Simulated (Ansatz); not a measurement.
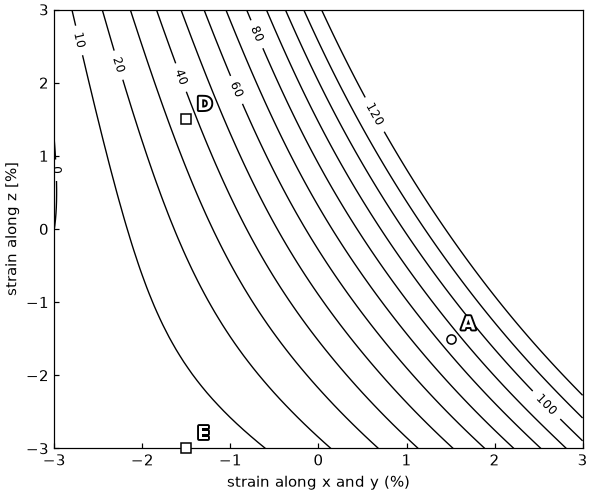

Mo (Fm-3m, No. 225; 1 atom in the cell). The cell is strained homogeneously, by one strain along x and y and another along z, with fractional coordinates fixed (x, y and z along the cube axes). Coordinates scanned: (1) strain along x and y; (2) strain along z. Grid: 5 × 5 points. Points are written as (first, second). Energies: meV/atom, counted from the lowest grid point. The reference cell is the one listed in the database, not relaxed at this level. These are results of Ansatz 0.2.0, DFT LDA, scalar-relativistic, plane waves, PAW, not measurements. Settings: cutoff 420 eV, k-mesh 20×20×20, gaussian smearing 0.15 eV, no spin polarisation.

Drawn: contour lines labelled in meV/atom (none above 120), lettered points. Between grid points the surface is interpolated.

Is D the lowest point of the computed grid?

No. D lies 36 meV/atom above the lowest grid point, which is at (−3.0 %, 0.0 %).

Rank the lettered points by energy, lowest first.

E (3.9 meV/atom), D (36 meV/atom), A (85 meV/atom).
